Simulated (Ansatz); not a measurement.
GaAs: single-point calculation (part 2 of 2)

The same run, continued: GaAs (F-43m, 16 atoms in the cell); DFT LDA, scalar-relativistic, plane waves, PAW, no spin polarisation (Ansatz 0.2.0); cutoff 420 eV, 3×3×3 k-mesh, Gaussian smearing of 0.02 eV. The structure derives from a Materials Project entry. It belongs to a series of runs on one base structure; here: the perfect crystal in a cell of 16 atoms.

Geometry of the input (Å; fractional positions):
```
0.0000  5.6034  -5.6034
5.6034  5.6034  0.0000
5.6034  0.0000  -5.6034
Ga 0.5000  0.0000  0.5000
Ga 0.5000  0.5000  0.5000
Ga -0.0000  0.0000  0.5000
Ga -0.0000  0.5000  0.5000
Ga 0.5000  0.0000  -0.0000
Ga 0.5000  0.5000  -0.0000
Ga 0.0000  0.0000  0.0000
Ga -0.0000  0.5000  0.0000
As 0.1250  0.1250  0.1250
As 0.1250  0.6250  0.1250
As 0.6250  0.1250  0.1250
As 0.6250  0.6250  0.1250
As 0.1250  0.1250  0.6250
As 0.1250  0.6250  0.6250
As 0.6250  0.1250  0.6250
As 0.6250  0.6250  0.6250
```

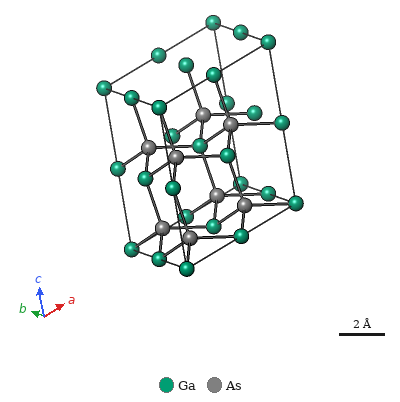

*The input geometry (ball-and-stick view of the cell of the calculation, seen slightly off an axis).*

**The program's output, continued**
```
  k-point 0: bands = ["-27.0682", "-27.0682", "-27.0682", "-27.0672", "-27.0672", "-27.0672", "-27.0669", "-27.0669", "-27.0669", "-27.0669", "-27.0663", "-27.0663", "-27.0663", "-27.0663", "-27.0663", "-27.0663", "-27.0663", "-27.0663", "-27.0652", "-27.0652", "-27.0652", "-27.0652", "-27.0652", "-27.0652", "-27.0567", "-27.0567", "-27.0567", "-27.0562", "-27.0562", "-27.0559", "-27.0559", "-27.0559", "-27.0559", "-27.0559", "-27.0559", "-27.0559", "-27.0559", "-27.0551", "-27.0551", "-27.0551", "-6.8354", "-6.8354", "-6.8354", "-6.8021", "-6.8021", "-6.8021", "-6.8021", "-6.7141", "-6.7141", "-6.7141", "-6.6931", "-6.6931", "-6.6931", "-6.6931", "-6.6931", "-6.6931", "-6.6931", "-6.6931", "-6.6604", "-6.6604", "-6.6604", "-6.6604", "-6.6604", "-6.6604", "-6.6585", "-6.6585", "-6.6585", "-6.6297", "-6.6297", "-6.6256", "-6.6256", "-6.6256", "-6.6256", "-6.6256", "-6.6256", "-6.6256", "-6.6256", "-6.6165", "-6.6165", "-6.6165", "-4.7308", "-2.8880", "-2.8880", "-2.8880", "-2.8880", "-2.1177", "-2.1177", "-2.1177", "1.2439", "1.2439", "1.2439", "1.4058", "1.4058", "1.4058", "1.4058", "5.4662", "5.4662", "5.4662", "5.4662", "5.4662", "5.4662", "7.0620", "7.0620", "7.0620", "7.0620", "7.0620", "7.0620", "7.0620", "7.0620", "8.2485", "8.2485", "8.2485", "8.7302", "9.1651", "9.1651", "9.1651", "9.1651", "9.5416", "9.5416", "9.5416", "9.7858", "9.7858", "9.7858", "11.9352", "11.9352", "11.9352", "12.8473", "12.8473", "12.8473", "12.8473", "12.8473", "12.8473", "12.8473", "12.8473", "15.6737"]
  k-point 1: bands = ["-27.0678", "-27.0678", "-27.0678", "-27.0671", "-27.0670", "-27.0670", "-27.0670", "-27.0670", "-27.0670", "-27.0670", "-27.0665", "-27.0665", "-27.0662", "-27.0662", "-27.0662", "-27.0660", "-27.0660", "-27.0660", "-27.0656", "-27.0656", "-27.0656", "-27.0654", "-27.0654", "-27.0654", "-27.0565", "-27.0565", "-27.0565", "-27.0561", "-27.0561", "-27.0561", "-27.0561", "-27.0561", "-27.0560", "-27.0560", "-27.0557", "-27.0557", "-27.0557", "-27.0553", "-27.0553", "-27.0553", "-6.8240", "-6.8240", "-6.8240", "-6.8065", "-6.8065", "-6.8065", "-6.7828", "-6.7393", "-6.7076", "-6.7076", "-6.6970", "-6.6970", "-6.6887", "-6.6887", "-6.6887", "-6.6842", "-6.6842", "-6.6842", "-6.6725", "-6.6725", "-6.6725", "-6.6676", "-6.6676", "-6.6676", "-6.6494", "-6.6494", "-6.6494", "-6.6340", "-6.6340", "-6.6340", "-6.6299", "-6.6299", "-6.6281", "-6.6281", "-6.6243", "-6.6243", "-6.6243", "-6.6199", "-6.6199", "-6.6199", "-4.3984", "-3.5376", "-2.7542", "-2.7542", "-2.7542", "-2.3870", "-2.3870", "-2.3870", "1.6737", "1.6737", "1.6737", "1.6741", "1.6741", "1.6741", "2.7141", "4.8341", "4.8341", "4.8341", "5.4567", "5.5002", "5.5002", "5.5002", "5.7750", "5.7750", "5.7750", "6.5424", "6.5424", "6.5424", "7.2837", "7.2837", "7.8495", "7.8495", "9.3877", "9.8383", "9.9672", "9.9672", "9.9672", "10.5106", "10.5106", "10.5106", "11.5076", "11.5076", "11.5076", "12.5003", "12.5003", "12.6645", "12.6645", "12.6645", "12.9034", "12.9171", "12.9171", "14.0213", "14.0213", "14.0213", "15.2690"]
  k-point 2: bands = ["-27.0679", "-27.0675", "-27.0675", "-27.0675", "-27.0668", "-27.0668", "-27.0668", "-27.0668", "-27.0667", "-27.0667", "-27.0664", "-27.0664", "-27.0664", "-27.0664", "-27.0662", "-27.0662", "-27.0662", "-27.0662", "-27.0659", "-27.0659", "-27.0657", "-27.0657", "-27.0652", "-27.0652", "-27.0566", "-27.0565", "-27.0565", "-27.0563", "-27.0559", "-27.0559", "-27.0559", "-27.0559", "-27.0559", "-27.0559", "-27.0559", "-27.0559", "-27.0559", "-27.0554", "-27.0553", "-27.0553", "-6.8254", "-6.8254", "-6.8111", "-6.7993", "-6.7993", "-6.7993", "-6.7993", "-6.7524", "-6.7012", "-6.7012", "-6.6901", "-6.6901", "-6.6901", "-6.6901", "-6.6884", "-6.6884", "-6.6884", "-6.6884", "-6.6749", "-6.6749", "-6.6743", "-6.6743", "-6.6658", "-6.6658", "-6.6504", "-6.6458", "-6.6458", "-6.6356", "-6.6303", "-6.6303", "-6.6303", "-6.6303", "-6.6286", "-6.6286", "-6.6286", "-6.6286", "-6.6264", "-6.6226", "-6.6226", "-6.6198", "-4.2879", "-3.1134", "-2.9926", "-2.9926", "-2.9926", "-2.9926", "-2.0699", "-2.0699", "1.3861", "1.3861", "2.1087", "2.1087", "2.1087", "2.1087", "2.7650", "4.7620", "4.7620", "4.9024", "4.9024", "5.2922", "5.2922", "5.2922", "5.2922", "5.4742", "5.9326", "5.9326", "6.9984", "6.9984", "6.9984", "6.9984", "7.1878", "7.1878", "9.6820", "10.6713", "10.6713", "10.6713", "10.6713", "10.7016", "10.7861", "11.3270", "11.4203", "11.4203", "11.6557", "11.6557", "12.9152", "12.9152", "12.9152", "12.9152", "13.5337", "13.5337", "13.5527", "13.5527", "13.5527", "13.5527", "15.3652"]
  k-point 3: bands = ["-27.0674", "-27.0674", "-27.0673", "-27.0673", "-27.0671", "-27.0671", "-27.0668", "-27.0668", "-27.0667", "-27.0665", "-27.0665", "-27.0665", "-27.0663", "-27.0663", "-27.0662", "-27.0662", "-27.0661", "-27.0661", "-27.0660", "-27.0657", "-27.0657", "-27.0657", "-27.0655", "-27.0655", "-27.0563", "-27.0563", "-27.0563", "-27.0563", "-27.0562", "-27.0562", "-27.0562", "-27.0562", "-27.0559", "-27.0557", "-27.0557", "-27.0556", "-27.0556", "-27.0556", "-27.0556", "-27.0556", "-6.8163", "-6.8160", "-6.8160", "-6.8079", "-6.8079", "-6.7859", "-6.7859", "-6.7689", "-6.7001", "-6.6966", "-6.6918", "-6.6918", "-6.6891", "-6.6891", "-6.6845", "-6.6845", "-6.6839", "-6.6839", "-6.6816", "-6.6773", "-6.6773", "-6.6733", "-6.6721", "-6.6721", "-6.6413", "-6.6413", "-6.6389", "-6.6388", "-6.6388", "-6.6385", "-6.6385", "-6.6330", "-6.6278", "-6.6266", "-6.6263", "-6.6263", "-6.6238", "-6.6238", "-6.6236", "-6.6236", "-3.8828", "-3.5915", "-3.5915", "-2.8481", "-2.8481", "-2.3160", "-2.3148", "-2.3148", "1.5787", "1.5787", "1.6198", "2.3000", "2.3000", "3.3874", "3.3874", "4.0248", "4.1069", "4.4339", "4.4339", "4.8976", "4.8976", "5.6818", "5.6818", "6.0542", "6.1073", "6.1073", "6.2140", "6.3027", "6.3027", "6.6124", "6.6124", "7.6998", "10.3774", "10.6801", "10.6801", "10.8184", "11.6403", "11.6403", "11.8351", "11.8351", "11.9983", "11.9983", "12.0642", "12.0642", "12.5189", "12.5189", "12.6893", "12.8042", "13.2646", "13.2646", "13.8396", "13.8396", "13.8634", "14.1380", "14.3393"]
```

**Results in brief**

```json
{"quantity": "outcome", "value": "converged"}
{"quantity": "space group (tolerance 0.01 Å)", "value": "F-43m (216)"}
{"quantity": "electrons treated", "value": "224"}
{"quantity": "free energy", "value": "−67850.1612 eV"}
{"quantity": "Fermi energy", "value": "8.490 eV"}
{"quantity": "gap on the k-point mesh", "value": "0.48 eV"}
{"quantity": "pressure", "value": "−0.05 GPa"}
{"quantity": "largest force (length of the vector)", "value": "under 0.001 eV/Å"}
{"quantity": "hardware", "value": "4 threads of Intel Xeon @ 2.70GHz, 189 GiB of memory available, shared host"}
{"quantity": "wall time", "value": "10 s (CPU time 31 s)"}
{"quantity": "peak memory", "value": "1.1 GiB"}
```
